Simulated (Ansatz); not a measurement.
# Ga2S3 (Imm2): the gap up the ladder of methods

Aim: the gap of Ga2S3 (Imm2) at several levels of theory on one structure, with the time that each takes.

Program: Ansatz 0.2.0. Level of theory: density functionals, hybrids and G0W0, plane waves, PAW. Results are calculated unless marked as measured.

## Step 1: The starting structure

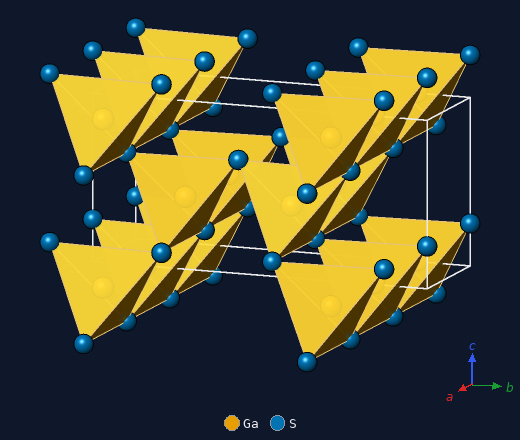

The starting structure, seen slightly off an axis (gallium orange, sulfur blue). 2×1×1 cells are drawn. This picture shows the conventional cell, with its axes. Some periodic images of atoms are drawn too.

The cell and positions are those that the Materials Project relaxed with its own functionals (PBE, PBE+U or r2SCAN), kept fixed.

The logs state that the PAW files were generated under PBE.

## Step 2: LDA on the 8×8×8 mesh

Levels along a band path and on the mesh show where this functional puts the band edges.

This step: DFT, LDA, plane waves, PAW; PAW set soft_1.

input.yaml reads:

```yaml
crystal:
  lattice:
    - [-1.83633776, 5.57061928, 2.67305246]
    - [1.83633776, -5.57061928, 2.67305246]
    - [1.83633776, 5.57061928, -2.67305246]
  atoms:
    - { symbol: Ga, position: [0.16642079, 0.00736566, 0.15905513] }
    - { symbol: Ga, position: [0.84831053, 0.00736566, 0.84094487] }
    - { symbol: S, position: [0.90747666, 0.24172383, 0.66575283] }
    - { symbol: S, position: [0.575971, 0.24172383, 0.33424717] }
    - { symbol: S, position: [0.25182003, 0.25182003, 0.0] }
kpoints:
  mp_grid: { grid: [8, 8, 8] }
  band_path:
    path:
      - [[0.0, 0.0, 0.0], [0.5, -0.5, 0.5], [0.27716678, -0.27716678, 0.72283322]]
      - [[-0.27716678, 0.27716678, 0.27716678], [0.0, 0.0, 0.0], [0.30756361, 0.30756361, -0.30756361]]
      - [[0.69243639, -0.30756361, 0.30756361], [0.5, -0.5, 0.5]]
      - [[0.0, 0.0, 0.0], [0.0, 0.5, 0.0], [0.25, 0.25, 0.25], [0.5, 0.0, 0.0], [0.0, 0.0, 0.0], [0.0, 0.0, 0.5], [0.25, 0.25, 0.25]]
    npoints: 10
hamiltonian:
  xc: lda
  pseudopotentials: { kind: paw, azcp: { folder: soft_1 }, xc_functional: pbe }
scf:
  occupations: { method: fermi_dirac, width: 0.02 }
  n_extra_bands: 5
output:
  eigenvalues: true
  write_density: true
  write_potential: true
  elf: true
  volumetric_format: npy
```

Started as:

```bash
$ ansatz run input.yaml --threads 2 --pin off --max-ram 73728MiB --backend cuda --events-out ev --progress --plain --runs-dir out --devices 1 --max-vram 13GiB
```

Numbers of over 12 decimals in the logs are rounded to 6 here.

The program printed:

```text
basis.fft_grid_basis auto: the FFT boxes are laid along the combinations [[1, 1, 0], [0, 1, 0], [0, 1, 1]] of the cell's own vectors, 5.346, 6.446 and 3.673 Å long. The dense box has 36×45×25 points. Along the cell's own vectors, as sized, it would have 45×45×45, 2.25 times as many. Of the 4 symmetry operations that the crystal satisfies within crystal.symmetry.tolerance (time reversal apart; of a slab, those that ke [...]
scf.n_extra_bands = 5 over 22 filled bands (N_el = 44.0): the run solves 27 bands
GPUs: using 1 of 1 available (devices: 1).
Engine: ansatz 0.2.0, x86_64-unknown-linux-gnu
Pseudopotentials: kind: paw
Pseudopotential: Ga, paw, valence charge 13, recommended cutoff 420 eV (normal), soft_1/Ga.paw.azcp
Pseudopotential: S, paw, valence charge 6, recommended cutoff 420 eV (normal), soft_1/S.paw.azcp
Functional definition: SPW92
  exchange = slater_x
  correlation = pw_c
device memory: the entry about to start is reckoned to put 2.8 GiB on a device that reports 74.2 GiB free (of which the cap on the GPU budget leaves the run 13.0 GiB)
GPU FFT provider: cuFFT
GPU libraries: cuBLAS 13.8.2, cuFFT 12.4.0, cuSOLVER 12.3.4
Crystal: 5 atoms, lattice volume = 109.376 Å³
Basis set: ecut = 420 eV, 2133 PW (Γ), FFT grids on a1+a2, a2, a2+a3
Bands: 27, of which v1, the nominal top of the filled ones, is band 22 counted from 1 (21 counted from 0)
Symmetry: 4 space group operations
Space group: Imm2 (ITA 44), of the structure as read, at distance tolerance 4.8e-5 Å
k-points: 95 of 512 (time reversal used)
Non-local potential: Ga, projectors of the file, l = 0: 2, l = 1: 2, l = 2: 3, l = 3: 1
Non-local potential: S, projectors of the file, l = 0: 2, l = 1: 2, l = 2: 1
PAW form: soft (Blöchl's): semilocal exchange-correlation on the pseudo side does not see the compensation charge
PAW frozen core: Ga, regenerated for the run's functional, and the local potential with it (the file was generated under x = pbe(κ = 0.804, μ = 0.219515), c = pbe(β = 0.066725))
PAW frozen core: S, regenerated for the run's functional, and the local potential with it (the file was generated under x = pbe(κ = 0.804, μ = 0.219515), c = pbe(β = 0.066725))
PAW one-centre angular grid: Ga, 590 points (default); XC on 64 Gauss nodes
PAW one-centre angular grid: S, 110 points (default); XC on 64 Gauss nodes
Initial density: superposition of atomic densities (chi_scale 0.1, normalization cell, long waves kept (reshape's long-wave potential 0.05 eV rms))
Initial wavefunctions: pseudopotential atomic-orbital guess
GPU buffer pool allocated for 40500 grid points (all kernels)
GPU transforms: local potential and band sums: pruned to the plane-wave sphere, on 36×45×25
Functional: x = slater, c = lda
SCF iter   1: F=—  HF=-10026.433676 eV  |F-HF|=—  |Δ(HF+E_count)|=         —  Δρ=4.81e-2  dr2=1.65e0  ethr=3.10e-3  ⟨swp⟩=7.5  Hψ=13079  notcnv=0
preconditioner: auto → Resta (q_TF=auto, 2.344 Å⁻¹)  ε∞=3.7  [insulator: Δε(μ)=1.680 eV  Ē_g=14.266 eV  σ=0.020 eV  W_gap=1.00  n_scr=20 (ndim 8)  ℏωp=23.6 eV  f_vac=0.000  D(μ)=0.00/eV (n_scr^D=0)  ε∞_Penn≈3.7]
SCF iter   2: F=—  HF=-10026.012990 eV  |F-HF|=—  |Δ(HF+E_count)|=   4.21e-1  Δρ=2.23e-2  dr2=3.98e-1  ethr=3.10e-3  ⟨swp⟩=3.0  Hψ=5787  notcnv=0  defer=95
SCF iter   3: F=—  HF=-10025.872698 eV  |F-HF|=—  |Δ(HF+E_count)|=   1.40e-1  Δρ=6.01e-3  dr2=3.22e-2  ethr=9.04e-4  ⟨swp⟩=2.2  Hψ=4911  notcnv=0  defer=95
SCF iter   4: F=—  HF=-10025.848941 eV  |F-HF|=—  |Δ(HF+E_count)|=   2.38e-2  Δρ=1.96e-3  dr2=4.27e-3  ethr=7.31e-5  ⟨swp⟩=3.0  Hψ=5275  notcnv=0  defer=95
SCF iter   5: F=—  HF=-10025.849531 eV  |F-HF|=—  |Δ(HF+E_count)|=   5.91e-4  Δρ=7.15e-4  dr2=6.60e-4  ethr=9.70e-6  ⟨swp⟩=2.0  Hψ=4570  notcnv=0  defer=95
SCF iter   6: F=—  HF=-10025.849468 eV  |F-HF|=—  |Δ(HF+E_count)|=   6.34e-5  Δρ=1.56e-4  dr2=3.99e-5  ethr=1.50e-6  ⟨swp⟩=2.7  Hψ=4254  notcnv=0  defer=95
SCF iter   7: F=—  HF=-10025.849605 eV  |F-HF|=—  |Δ(HF+E_count)|=   1.37e-4  Δρ=6.14e-5  dr2=4.76e-6  ethr=9.06e-8  ⟨swp⟩=2.8  Hψ=4666  notcnv=0  defer=95
SCF iter   8: F=—  HF=-10025.849605 eV  |F-HF|=—  |Δ(HF+E_count)|=   3.99e-7  Δρ=1.80e-5  dr2=4.84e-7  ethr=1.08e-8  ⟨swp⟩=2.1  Hψ=3501  notcnv=0  defer=95
SCF iter   9: F=-10025.849605 eV  HF=-10025.849605 eV  |F-HF|=1.27e-8  |Δ(HF+E_count)|=   1.32e-7  Δρ=4.97e-6  dr2=3.56e-8  ethr=2.27e-10  ⟨swp⟩=10.2  Hψ=9504  notcnv=0
SCF 1 converged in 9 iterations: F = -10025.849605 eV  dr2 = 3.56e-8
[...]
device memory: the entry about to start is reckoned to put 1.0 GiB on a device that reports 69.1 GiB free (of which the cap on the GPU budget leaves the run 13.0 GiB)
NSCF: frozen V_eff on 114 k-points
SCF converged after 9 iterations
Free energy (F): -10025.849605 eV
Harris-Foulkes:  -10025.849605 eV  (|F-HF|=1.27e-8)
Internal energy: -10025.849605 eV  (E = F + TS)
E sigma→0 (E₀):  -10025.849605 eV
Fermi energy:    6.142097 eV
--- Per-component energies (eV) ---
  E_band       = -200.847046
  E_kinetic    = 540.362854
  E_local      = -4060.105182  (includes V_loc(G=0)·N_el)
  E_nonlocal   = -73.034573
  E_hartree    = 2304.733053
  E_xc         = -388.819774
  E_vxc        = -359.331585  (∫ρ·V_xc dr)
  E_paw        = -5565.934199  (= ΣΔE_a)
  E_vpaw       = -858.205208  (= ΣTr[D̂ρ^β])
  E_aug_tail   = -0.000422  (compensation charges beyond the density's cutoff)
  E_ewald      = -2786.967918
  E_core_change = 3.916556  (= ΣΔE_core)
  E_smearing   = -0.000000  (= −TS)
  E_closure    = -0.000000  (closes the sum)
  Σ components = -10025.849605   (vs F -10025.849605, Δ=0.00e0)
--- Band table (eV; the first three rows and the last of 95) ---
  k-point 0: bands = [... 18 lower, 3.2825, 4.4162, 4.4942, 5.3752, 6.7568, 7.9372, 9.4773, 10.5181, ... 1 higher]
  k-point 1: bands = [... 18 lower, 2.7764, 4.2567, 4.3023, 4.9048, 7.4711, 8.7277, 9.8370, 10.2218, ... 1 higher]
  k-point 2: bands = [... 18 lower, 2.5319, 3.6299, 3.9124, 4.3269, 8.1894, 9.1524, 9.4899, 9.7060, ... 1 higher]
  k-point 94: bands = [... 18 lower, 3.2681, 3.4741, 3.5462, 5.5064, 7.5065, 7.7468, 7.8099, 10.2438, ... 1 higher]
```

It took 12 s on 1 × NVIDIA H100 80GB HBM3 (shared by 6 runs) with 2 threads of AMD EPYC 7R13 (Zen 3), shared host; peak memory 0.97 GiB; 5.2 s of CPU time.

Numbers from this step:

- filled bands: 22
- gap: 1.250 eV
- valence top at: X
- conduction bottom at: Γ
- least direct gap: 1.382 eV

Over mesh and path the gap is 1.250 eV, from k = (0.500, -0.500, 0.500) to k = Γ. The least direct gap found is 1.382 eV, at k = Γ.

## Step 3: LDA+SOC on the 8×8×8 mesh

This run has two-component orbitals with spin-orbit coupling.

This step: DFT, LDA with spin-orbit coupling, plane waves, PAW; PAW set soft_1.

input.yaml reads:

```yaml
crystal:
  lattice:
    - [-1.83633776, 5.57061928, 2.67305246]
    - [1.83633776, -5.57061928, 2.67305246]
    - [1.83633776, 5.57061928, -2.67305246]
  atoms:
    - { symbol: Ga, position: [0.16642079, 0.00736566, 0.15905513] }
    - { symbol: Ga, position: [0.84831053, 0.00736566, 0.84094487] }
    - { symbol: S, position: [0.90747666, 0.24172383, 0.66575283] }
    - { symbol: S, position: [0.575971, 0.24172383, 0.33424717] }
    - { symbol: S, position: [0.25182003, 0.25182003, 0.0] }
kpoints:
  mp_grid: { grid: [8, 8, 8] }
  band_path:
    path:
      - [0.0, 0.0, 0.0]
      - [0.5, -0.5, 0.5]
      - [0.27716678, -0.27716678, 0.72283322]
      - [-0.27716678, 0.27716678, 0.27716678]
      - [0.30756361, 0.30756361, -0.30756361]
      - [0.69243639, -0.30756361, 0.30756361]
      - [0.0, 0.5, 0.0]
      - [0.25, 0.25, 0.25]
    npoints: 1
hamiltonian:
  xc: lda
  pseudopotentials: { kind: paw_fr, azcp: { folder: soft_1 }, xc_functional: pbe }
scf:
  occupations: { method: fermi_dirac, width: 0.02 }
  n_extra_bands: 10
magnetization:
  noncollinear: true
  spin_orbit: true
output:
  eigenvalues: true
```

The program printed:

```text
[...]
GPUs: using 1 of 1 available (devices: 1).
[...]
non-collinear run that drives no moment, with spin-orbit: no starting moment large enough to seed its density (crystal.atoms[].spin), no starting occupations that ask for one, no magnetisation constraint and no magnetic field, so the semilocal B_xc is pinned to zero
[...]
GPU FFT provider: cuFFT
GPU libraries: cuBLAS 13.8.2, cuFFT 12.4.0, cuSOLVER 12.3.4
Crystal: 5 atoms, lattice volume = 109.376 Å³
Basis set: ecut = 420 eV, 2133 PW (Γ), FFT grids on a1+a2, a2+a3, a3
Bands: 54, of which v1, the nominal top of the filled ones, is band 44 counted from 1 (43 counted from 0)
Symmetry: 4 space group operations + 4 with time reversal
[...]
k-points: 95 of 512 (time reversal used)
Projection manifold: j_resolved (fully-relativistic pseudo-atomic orbitals)
[...]
Absolute magnetization: 0.0000 μB (∫|m|)
  site 0: m = (+0.0000, +0.0000, +0.0000) μB, |m| = 0.0000 μB  (R = 0.91 Å)
  site 1: m = (+0.0000, +0.0000, +0.0000) μB, |m| = 0.0000 μB  (R = 0.91 Å)
  site 2: m = (+0.0000, +0.0000, +0.0000) μB, |m| = 0.0000 μB  (R = 0.96 Å)
  site 3: m = (+0.0000, +0.0000, +0.0000) μB, |m| = 0.0000 μB  (R = 0.96 Å)
  site 4: m = (+0.0000, +0.0000, +0.0000) μB, |m| = 0.0000 μB  (R = 0.91 Å)
Free energy (F): -10026.011427 eV
[...]
Internal energy: -10026.011427 eV  (E = F + TS)
E sigma→0 (E₀):  -10026.011427 eV
Fermi energy:    6.142047 eV
[...]
--- Band table (eV; the first three rows and the last of 95) ---
  k-point 0: bands = [... 40 lower, 4.5042, 4.5042, 5.3757, 5.3757, 6.7569, 6.7569, 7.9368, 7.9368, ... 6 higher]
  k-point 1: bands = [... 40 lower, 4.2994, 4.3261, 4.8990, 4.9114, 7.4711, 7.4718, 8.7222, 8.7322, ... 6 higher]
  k-point 2: bands = [... 40 lower, 3.8940, 3.9310, 4.3149, 4.3393, 8.1848, 8.1944, 9.1361, 9.1657, ... 6 higher]
  k-point 94: bands = [... 40 lower, 3.5550, 3.5550, 5.5062, 5.5062, 7.5060, 7.5060, 7.7430, 7.7430, ... 6 higher]
[key lines of the parts left out:]
SCF converged after 10 iterations
Magnetization: |M| = 0.0000 μB,  M = (+0.0000, +0.0000, +0.0000) μB
```

The job ended after 24 s (1 × NVIDIA H100 80GB HBM3 (shared by 6 runs) with 2 threads; peak memory 1 GiB; 41 s of CPU time).

Numbers from this step:

* gap: 1.251 eV
* valence top at: X
* conduction bottom at: Γ
* least direct gap: 1.381 eV

Over mesh and listed points the gap is 1.251 eV, from k = (0.500, -0.500, 0.500) to k = Γ. The least direct gap found is 1.381 eV, at k = Γ. LDA+SOC against LDA: 1.251 − 1.250 = +0.001 eV, with the same mesh, set of files (read in its fully relativistic form for the spin-orbit run) and cutoff, and both edges at the same k points. The spin-orbit run sees mesh and listed points alone, so its gap is an upper bound: the coupling can move an edge off these points, the more so as this crystal has no centre of inversion, and the change over the zone, its sign included where it is small, is not known.

## Step 4: r2SCAN on the 8×8×8 mesh

r2SCAN is a meta-GGA: it depends on the kinetic-energy density as well as on the density and its gradient.

This step: DFT, r2SCAN, plane waves, PAW; PAW set soft_1.

Edit input.yaml of step 3 so:

```diff
@@ -25,10 +25,7 @@
 hamiltonian:
-  xc: lda
-  pseudopotentials: { kind: paw_fr, azcp: { folder: soft_1 }, xc_functional: pbe }
+  xc: r2scan
+  pseudopotentials: { kind: paw, azcp: { folder: soft_1 } }
 scf:
-  occupations: { method: fermi_dirac, width: 0.02 }
-  n_extra_bands: 10
-magnetization:
-  noncollinear: true
-  spin_orbit: true
+  occupations: { method: fixed }
+  n_extra_bands: 5
 output:
```

The program printed:

```text
[...]
GPUs: using 1 of 1 available (devices: 1).
[...]
GPU FFT provider: cuFFT
GPU libraries: cuBLAS 13.8.2, cuFFT 12.4.0, cuSOLVER 12.3.4
Crystal: 5 atoms, lattice volume = 109.376 Å³
Basis set: ecut = 500 eV, 2767 PW (Γ), FFT grids on a1+a2, a2+a3, a3, exchange–correlation on 160×108×192 points (64 copies of the dense FFT grid, shifted against one another)
[...]
--- Band table (eV; the first three rows and the last of 95) ---
  k-point 0: bands = [... 18 lower, 3.1954, 4.3580, 4.4495, 5.3644, 7.4591, 8.4837, 10.0589, 11.0696, ... 1 higher]
  k-point 1: bands = [... 18 lower, 2.7099, 4.2194, 4.2518, 4.9247, 8.1180, 9.2757, 10.3988, 10.8023, ... 1 higher]
  k-point 2: bands = [... 18 lower, 2.4895, 3.6131, 3.8898, 4.3097, 8.7783, 9.6990, 10.0709, 10.2665, ... 1 higher]
  k-point 94: bands = [... 18 lower, 3.2535, 3.4344, 3.4567, 5.4951, 8.0510, 8.3501, 8.3612, 10.7778, ... 1 higher]
[key lines of the parts left out:]
SCF converged after 9 iterations
Free energy (F): -10302.037889 eV
Fermi energy:    5.495109 eV
```

The job ended after 16 s (1 × NVIDIA H100 80GB HBM3 (shared by 6 runs) with 2 threads; peak memory 1.1 GiB; 22 s of CPU time).

This step gave:

```
gap                  : 1.964 eV
valence top at       : X
conduction bottom at : Γ
least direct gap     : 2.095 eV
```

Over mesh and listed points the gap is 1.964 eV, from k = (0.500, -0.500, 0.500) to k = Γ. The least direct gap found is 2.095 eV, at k = Γ. r2SCAN against LDA: 1.964 − 1.250 = +0.714 eV. The runs also differ in plane-wave cutoff (420 eV and 500 eV), so how much of this comes from the functional alone is not known.

## Step 5: HSE06 on the 6×6×6 mesh

HSE06 mixes in a quarter of exact exchange at short range.

This step: DFT, HSE06, plane waves, PAW; PAW set soft_1.

Edit input.yaml of step 4 so:

```diff
@@ -12,3 +12,3 @@
 kpoints:
-  mp_grid: { grid: [8, 8, 8] }
+  mp_grid: { grid: [6, 6, 6] }
   band_path:
@@ -25,3 +25,3 @@
 hamiltonian:
-  xc: r2scan
+  xc: hse06
   pseudopotentials: { kind: paw, azcp: { folder: soft_1 } }
```

The program printed:

```text
[...]
GPUs: using 1 of 1 available (devices: 1).
[...]
davidson cushion auto → on  (no smearing: the cushion is to keep the highest requested band from converging to the state above it; pin scf.eigensolver.cushion to override)
[...]
GPU FFT provider: cuFFT
GPU libraries: cuBLAS 13.8.2, cuFFT 12.4.0, cuSOLVER 12.3.4
Crystal: 5 atoms, lattice volume = 109.376 Å³
Basis set: ecut = 420 eV, 2133 PW (Γ), FFT grids on a1+a2, a2+a3, a3
[...]
Fermi energy:    5.072129 eV
[...]
--- Band table (eV; the first three rows and the last of 46) ---
  k-point 0: bands = [... 18 lower, 2.7991, 3.9756, 4.0821, 4.9458, 7.6676, 8.7551, 10.3437, 11.4525, ... 1 higher]
  k-point 1: bands = [... 18 lower, 2.0829, 3.6489, 3.7689, 4.2514, 8.6910, 10.0465, 10.6480, 11.1693, ... 1 higher]
  k-point 2: bands = [... 18 lower, 2.2326, 2.7703, 3.0478, 3.5684, 9.1015, 9.2663, 9.9266, 10.3729, ... 1 higher]
  k-point 45: bands = [... 18 lower, 2.8300, 3.0035, 3.0947, 5.0721, 8.2643, 8.6545, 8.6684, 11.1787, ... 1 higher]
[key lines of the parts left out:]
Free energy (F): -10278.369315 eV
```

Wall time 64 s (1 × NVIDIA H100 80GB HBM3 (shared by 6 runs) with 2 threads); peak memory 2.5 GiB.

This step gave:

- gap: 2.595 eV
- valence top at: X
- conduction bottom at: Γ
- least direct gap: 2.722 eV
- exact-exchange fraction: 0.25

Over mesh and listed points the gap is 2.595 eV, from k = (0.500, -0.500, 0.500) to k = Γ. The least direct gap found is 2.722 eV, at k = Γ. HSE06 against LDA: 2.595 − 1.250 = +1.345 eV. The runs also differ in mesh (8×8×8 and 6×6×6), so how much of this comes from the functional alone is not known.

## Step 6: G0W0@LDA, 6×6×6 mesh, 866 empty bands, screening to 230 eV, PAW set soft_1 files

G0W0 replaces the xc potential by a self-energy built once from the orbitals of the start. Levels are corrected in the window of bands that the input names, at points of the mesh.

This step: G0W0 on LDA, plane waves, PAW; PAW set soft_1.

input.yaml reads:

```yaml
crystal:
  lattice:
    - [-1.83633776, 5.57061928, 2.67305246]
    - [1.83633776, -5.57061928, 2.67305246]
    - [1.83633776, 5.57061928, -2.67305246]
  atoms:
    - { symbol: Ga, position: [0.16642079, 0.00736566, 0.15905513] }
    - { symbol: Ga, position: [0.84831053, 0.00736566, 0.84094487] }
    - { symbol: S, position: [0.90747666, 0.24172383, 0.66575283] }
    - { symbol: S, position: [0.575971, 0.24172383, 0.33424717] }
    - { symbol: S, position: [0.25182003, 0.25182003, 0.0] }
kpoints:
  mp_grid: { grid: [6, 6, 6] }
hamiltonian:
  xc: lda
  pseudopotentials: { kind: paw, azcp: { folder: soft_1 }, xc_functional: pbe }
scf:
  occupations: { method: fixed }
gw:
  n_empty_bands: 866
  ecut_chi: 230.0
  qp_bands: [v2, c2]
  qp_kpoints: band_edges
  screening: { model: contour_deformation }
```

The program printed:

```text
GPUs: using 1 of 1 available (devices: 1).
[...]
GPU FFT provider: cuFFT
GPU libraries: cuBLAS 13.8.2, cuFFT 12.4.0, cuSOLVER 12.3.4
Crystal: 5 atoms, lattice volume = 109.376 Å³
Basis set: ecut = 420 eV, 2133 PW (Γ)
Bands: 27, of which v1, the nominal top of the filled ones, is band 22 counted from 1 (21 counted from 0)
Symmetry: 4 space group operations
[...]
k-points: 46 of 216 (time reversal used)
[...]
3    24      7.8377    -9.0993    -4.1807   -13.8682  0.7829     8.4304     8.4259  root
[...]
45    21      3.5472   -19.1457     1.7329   -16.6282  0.7571     2.7531     2.7626  root
    45    22      5.5068   -18.7659     2.0328   -15.8492  0.7430     4.6082     4.6229  root
    45    23      7.5065    -7.3513    -4.0777   -11.9036  0.7972     7.9839     7.9812  root
    45    24      7.7469   -10.6517    -4.4071   -15.6561  0.7742     8.3492     8.3443  root
[key lines of the parts left out:]
SCF converged after 9 iterations
Free energy (F): -10025.847367 eV
Fermi energy:    5.506787 eV
```

Elapsed: 12 min, on 1 × NVIDIA H100 80GB HBM3 (shared by 6 runs) with 2 threads; peak memory 7.6 GiB; 21 min of CPU time.

This step gave:

```
bands summed                                    : 888
RPA ε∞ on this mesh (eigenvalues)               : 5.777, 6.063, 6.362
plane waves in the screening matrix             : 855
G0W0 gap over the corrected points              : 2.640 eV
k of the valence top                            : -0.5, -0.5, -0.5
k of the conduction bottom                      : 0, 0, 0
starting gap on the mesh                        : 1.250 eV
Z at the valence top                            : 0.7430
Z at the conduction bottom                      : 0.7860
least direct G0W0 gap over the corrected points : 2.757 eV
```

Over 21 of 46 irreducible mesh points the G0W0 gap is 2.640 eV, from k = (-0.500, -0.500, -0.500) to k = Γ. The LDA gap of this run on the mesh is 1.250 eV. The two states that bound the G0W0 gap lie that far apart at the start, so the correction of the gap is 2.640 − 1.250 = +1.390 eV.

(Continued in part 2 of 2.)

[Paths, hosts, dates, memory and timing lines, banners, echoed tables and standing remarks are left out of the program output.]

[Logs are printed without paths, hosts, clocks, repeated set-up lines and the standing remarks that a program may print on its own settings, such as how far it seeks lower states.]

[Runs of the session that timed out or met a known fault of the program may be left out.]

[Cells called generated may have been cut or substituted from an entry of the Crystallography Open Database or the Materials Project.]

[Hosts, paths, dates, database ids (printed as entryN), source tags and the programs' standing remarks are cut or masked in the printed files.]

[Where an RPA ε∞ is given, it is that of the G0W0 mesh and is not shown converged in it. Names of k-points follow the symmetry that the program found, which can be lower than the space group named. Band edges on a path are those of the sampled points; other points can move an edge, and change direct to indirect where valleys lie close.]

[Hybrid gaps are those of their k-mesh and are not shown converged in it.]
